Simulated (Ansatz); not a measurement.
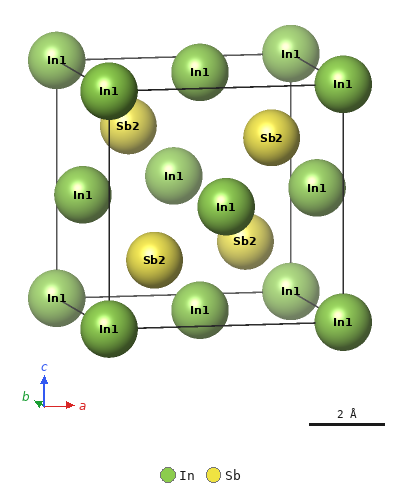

Fig. 1: The input geometry of run A (spheres-only view of the cell 4 times as large as that of the calculation, set on its symmetry axes, seen slightly off an axis; atoms are numbered from 1 in the order of the input).

**Two runs on InSb**

System: InSb (F-43m, 2 atoms in the cell).
Method of run A: DFT, PBE, all-electron LAPW, scalar-relativistic, no spin polarisation (Ansatz 0.2.0).

The structure derives from an entry of the Crystallography Open Database. Text and figures count atoms from 1; the logs count them from 0 in places.

**Input file, run A**
```yaml
crystal:
  lattice:
    - [0.0, 3.2391, 3.2391]
    - [3.2391, 0.0, 3.2391]
    - [3.2391, 3.2391, 0.0]
  atoms:
    - { symbol: In, position: [0.0, 0.0, 0.0] }
    - { symbol: Sb, position: [0.75, 0.75, 0.75] }
kpoints:
  mp_grid: { grid: [3, 3, 3] }
scf:
  occupations: { method: fermi_dirac, width: 0.05 }
hamiltonian:
  xc: pbe
  pseudopotentials: { kind: all_electron, lapw: { basis_error: 0.00025 } }
output:
  forces: true
  stress: true
  eigenvalues: true
```

Hardware: 1 thread of an x86-64 CPU, shared host.

**Output, shortened to warnings, some set-up lines, iterations and results (run A)**
```
Basis set: ecut = 294.81287950883075 eV, 749 PW (Γ), exchange–correlation at level 2
Symmetry: 24 space group operations
k-points: 4 of 27 (time reversal used)
Initial density: superposition of atomic densities (chi_scale 0.1, normalization cell, long waves kept (reshape's long-wave potential 0.00 eV rms))
[...]
SCF iter   1: F=—  HF=-336414.030912 eV  |F-HF|=—  |Δ(HF+E_count)|=         —  Δρ=2.15e-2  dr2=5.50e-1  ethr=1.25e-3  ⟨swp⟩=2.0  Hψ=693  notcnv=0
SCF iter   2: F=—  HF=-336413.908755 eV  |F-HF|=—  |Δ(HF+E_count)|=   1.22e-1  Δρ=3.71e-3  dr2=9.22e-3  ethr=2.11e-5  ⟨swp⟩=2.0  Hψ=544  notcnv=0
SCF iter   3: F=—  HF=-336413.905155 eV  |F-HF|=—  |Δ(HF+E_count)|=         —  Δρ=1.32e-3  dr2=7.55e-4  ethr=2.10e-5  ⟨swp⟩=3.0  Hψ=354  notcnv=0
SCF iter   4: F=—  HF=-336413.897186 eV  |F-HF|=—  |Δ(HF+E_count)|=   7.97e-3  Δρ=7.17e-4  dr2=1.40e-4  ethr=1.72e-6  ⟨swp⟩=3.0  Hψ=334  notcnv=0
SCF iter   5: F=—  HF=-336413.897595 eV  |F-HF|=—  |Δ(HF+E_count)|=   4.09e-4  Δρ=5.39e-5  dr2=9.60e-7  ethr=3.19e-7  ⟨swp⟩=3.0  Hψ=318  notcnv=0
SCF iter   6: F=—  HF=-336413.897598 eV  |F-HF|=—  |Δ(HF+E_count)|=   2.48e-6  Δρ=1.44e-5  dr2=2.48e-7  ethr=2.18e-9  ⟨swp⟩=3.0  Hψ=318  notcnv=0
SCF iter   7: F=-336413.897598 eV  HF=-336413.897598 eV  |F-HF|=2.81e-8  |Δ(HF+E_count)|=   9.76e-8  Δρ=3.28e-6  dr2=8.83e-9  ethr=5.63e-10  ⟨swp⟩=3.0  Hψ=317  notcnv=0
SCF 1 converged in 7 iterations: F = -336413.897598 eV  dr2 = 8.83e-9
SCF converged after 7 iterations
Free energy (F): -336413.897598 eV
Harris-Foulkes:  -336413.897598 eV  (|F-HF|=2.81e-8)
Internal energy: -336413.890365 eV  (E = F + TS)
E sigma→0 (E₀):  -336413.893981 eV
Entropy (-TS):   -0.007233 eV (-3.617 meV/atom)
Fermi energy:    9.954370 eV
--- Per-component energies (eV) ---
  E_band       = -1572.181875
  E_kinetic    = 353863.420949
  E_xc         = -8997.748385
  E_electrostatic = -681279.562929  (all electrons and nuclei)
  E_smearing   = -0.007233  (= −TS)
  E_closure    = 0.000000  (closes the sum)
  E_atoms      = -336407.490643  (free atoms, spherical and without spin; not in F)
  Σ components = -336413.897598   (vs F -336413.897598, Δ=0.00e0)
  Basis errors (estimates in eV, not in F): energy 1.0e-4 per atom: plane waves 9.3e-5 (5.6e-5 summed), levels above the bands 5.1e-67, relativity 5.6e-9, radial functions 1.0e-5, core shells 1.2e-7; eigenvalues (radial functions only) 2.3e-7; not estimated: angular momenta, meshes, grids; target …
--- Forces (eV/Å), atoms counted from 1 ---
  atom   1  In     0.00000000    -0.00000000    -0.00000000
  atom   2  Sb    -0.00000000     0.00000000    -0.00000000
  max |Σ_I F_I| component: 1.39e-17 eV/Å
--- Stress (GPa, compression-positive) ---
        4.805821      -0.000000      -0.000000
       -0.000000       4.805821       0.000000
       -0.000000       0.000000       4.805821
  P = ⅓ Tr σ = 4.8058 GPa (48.058 kbar)
```

Run B used a changed input.

**The two runs side by side**

```tsv
quantity	run A	run B
outcome	converged	converged
free energy per atom (eV)	−168206.9488	−168207.1858
energy per atom, smearing taken to zero (eV)	−168206.9470	−168207.1858
pressure (GPa)	4.81	3.15
largest force (eV/Å)	0.000	0.000
SCF iterations	7	6
irreducible k-points	4	84
plane waves at Γ	749	749
wall time (shared host)	5.2 s	53 s
```

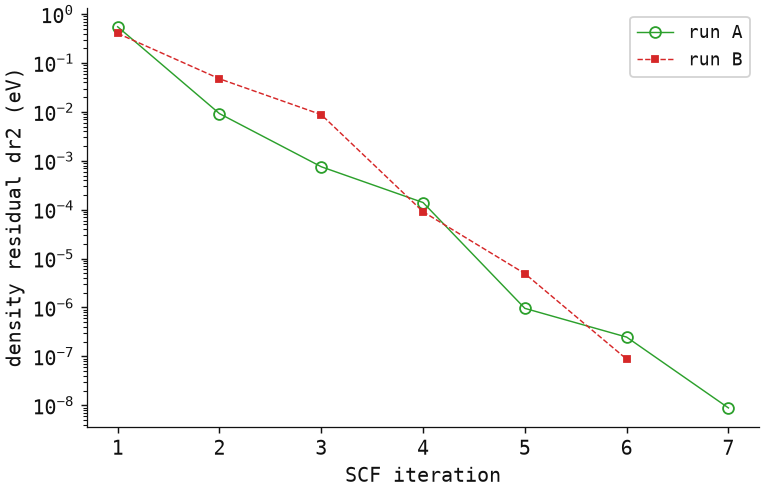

Fig. 2: Convergence of the two runs: density residual dr2 against the SCF iteration. Run A takes 7 iterations in all, and run B takes 6.

Which change of the input explains these differences?

The change (lines with − go, lines with + come):
```diff
-  mp_grid: { grid: [3, 3, 3] }
+  mp_grid: { grid: [13, 13, 13] }
```

The free energy of run B is 237.0 meV per atom lower, which measures how much it depends on this numerical setting. The pressure goes from 4.81 to 3.15 GPa. The SCF takes 6 iterations against 7. The irreducible k-points go from 4 to 84.

**Output, shortened to warnings, some set-up lines, iterations and results (run B)**
```
Basis set: ecut = 294.81287950883075 eV, 749 PW (Γ), exchange–correlation at level 2
Symmetry: 24 space group operations
k-points: 84 of 2197 (time reversal used)
Initial density: superposition of atomic densities (chi_scale 0.1, normalization cell, long waves kept (reshape's long-wave potential 0.00 eV rms))
[...]
SCF iter   1: F=—  HF=-336414.474313 eV  |F-HF|=—  |Δ(HF+E_count)|=         —  Δρ=1.93e-2  dr2=4.03e-1  ethr=9.12e-4  ⟨swp⟩=2.4  Hψ=14573  notcnv=0
SCF iter   2: F=—  HF=-336414.377423 eV  |F-HF|=—  |Δ(HF+E_count)|=   9.69e-2  Δρ=7.83e-3  dr2=4.75e-2  ethr=9.12e-4  ⟨swp⟩=2.2  Hψ=6744  notcnv=0
SCF iter   3: F=—  HF=-336414.371470 eV  |F-HF|=—  |Δ(HF+E_count)|=   5.95e-3  Δρ=3.33e-3  dr2=8.79e-3  ethr=1.08e-4  ⟨swp⟩=2.0  Hψ=6656  notcnv=0
SCF iter   4: F=—  HF=-336414.371566 eV  |F-HF|=—  |Δ(HF+E_count)|=         —  Δρ=3.71e-4  dr2=9.08e-5  ethr=2.06e-7  ⟨swp⟩=2.0  Hψ=11051  notcnv=0
SCF iter   5: F=—  HF=-336414.371651 eV  |F-HF|=—  |Δ(HF+E_count)|=   8.54e-5  Δρ=9.20e-5  dr2=4.93e-6  ethr=2.06e-7  ⟨swp⟩=3.0  Hψ=6578  notcnv=0
SCF iter   6: F=-336414.371666 eV  HF=-336414.371666 eV  |F-HF|=2.08e-7  |Δ(HF+E_count)|=   1.50e-5  Δρ=1.01e-5  dr2=8.78e-8  ethr=1.12e-8  ⟨swp⟩=3.0  Hψ=6640  notcnv=0
SCF 1 converged in 6 iterations: F = -336414.371666 eV  dr2 = 8.78e-8
SCF converged after 6 iterations
Free energy (F): -336414.371666 eV
Harris-Foulkes:  -336414.371666 eV  (|F-HF|=2.08e-7)
Internal energy: -336414.371467 eV  (E = F + TS)
E sigma→0 (E₀):  -336414.371567 eV
Entropy (-TS):   -0.000199 eV (-0.099 meV/atom)
Fermi energy:    9.931656 eV
--- Per-component energies (eV) ---
  E_band       = -1577.491438
  E_kinetic    = 353861.894796
  E_xc         = -8997.422144
  E_electrostatic = -681278.844119  (all electrons and nuclei)
  E_smearing   = -0.000199  (= −TS)
  E_closure    = 0.000000  (closes the sum)
  E_atoms      = -336407.490643  (free atoms, spherical and without spin; not in F)
  Σ components = -336414.371666   (vs F -336414.371666, Δ=0.00e0)
  Basis errors (estimates in eV, not in F): energy 1.1e-4 per atom: plane waves 9.4e-5 (5.7e-5 summed), levels above the bands 4.4e-61, relativity 5.6e-9, radial functions 1.2e-5, core shells 1.2e-7; eigenvalues (radial functions only) 2.4e-7; not estimated: angular momenta, meshes, grids; target …
--- Forces (eV/Å), atoms counted from 1 ---
  atom   1  In     0.00000000    -0.00000000     0.00000000
  atom   2  Sb    -0.00000000     0.00000000    -0.00000000
  max |Σ_I F_I| component: 1.62e-17 eV/Å
--- Stress (GPa, compression-positive) ---
        3.147005      -0.000000      -0.000000
       -0.000000       3.147005       0.000000
       -0.000000       0.000000       3.147005
  P = ⅓ Tr σ = 3.1470 GPa (31.470 kbar)
```

For run A: The k-point mesh is coarse for a cell of this size, so the results may not be converged.
